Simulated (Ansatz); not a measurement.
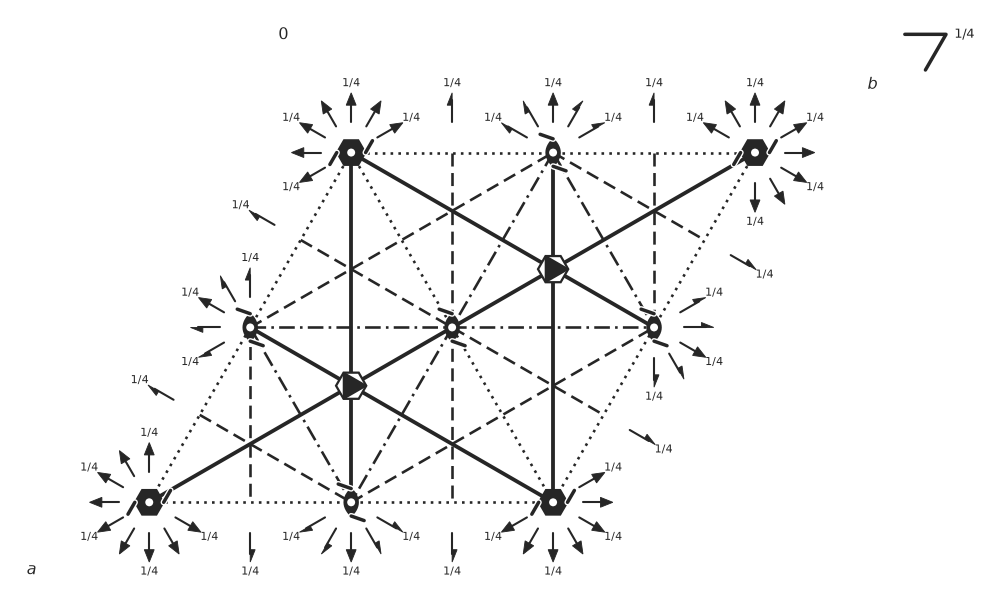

Symmetry elements of a space group, projected down c, computed from the operations of a computed or model structure of composition MnO2.

Symbols follow the International Tables: origin at the upper left, the third axis towards the viewer; heavy, dashed, dotted, dash-dotted and dash-dot-dot lines are mirror, in-plane glide, out-of-plane glide, diagonal (n; with arrows d) and double (e) glide planes seen edge on; arrows at the rim are 2 (full head) and 2₁ (half head) axes in the plane; the corner sign is a plane parallel to the page; fractions are heights. Handed screw axes carry their printed symbol instead of tails.

Question: Identify the space group.

Answer: P6₃/mmc, No. 194; primitive hexagonal, point group 6/mmm, 24 general positions a cell.

Question: List the elements shown.

Answer: −6 axes along c at (1/3, 2/3), (2/3, 1/3); 6₃ axes along c at (0, 0); 2₁ axes along c at (0, 1/2), (1/2, 0), (1/2, 1/2); inversion centres at (0, 0), (0, 1/2), (1/2, 0), (1/2, 1/2); mirror planes holding c and [1 2 0] or [2 1 0] or [−1 1 0]; in-plane glide planes holding c and [1 2 0] or [2 1 0] or [−1 1 0]; c glide planes normal to a*, at x = 0; n glide planes normal to a*, at x = 1/2; c glide planes normal to b*, at y = 0; n glide planes normal to b*, at y = 1/2; c glide planes holding c and [1 1 0]; diagonal glide planes holding c and [1 1 0]; a mirror plane normal to c at height 1/4; 2 axes along [1 1 0] at height 0; 2 axes along [1 2 0] at height 1/4; 2 axes along [2 1 0] at height 1/4; 2 axes along [−1 1 0] at height 1/4; 2 axes along a at height 0; 2 axes along b at height 0; 2₁ axes along [1 1 0] at height 0; 2₁ axes along [1 2 0] at height 1/4; 2₁ axes along [2 1 0] at height 1/4; 2₁ axes along [−1 1 0] at height 1/4; 2₁ axes along a at height 0; 2₁ axes along b at height 0. Heights repeat every half period; positions are (a, b) fractions, modulo 1.
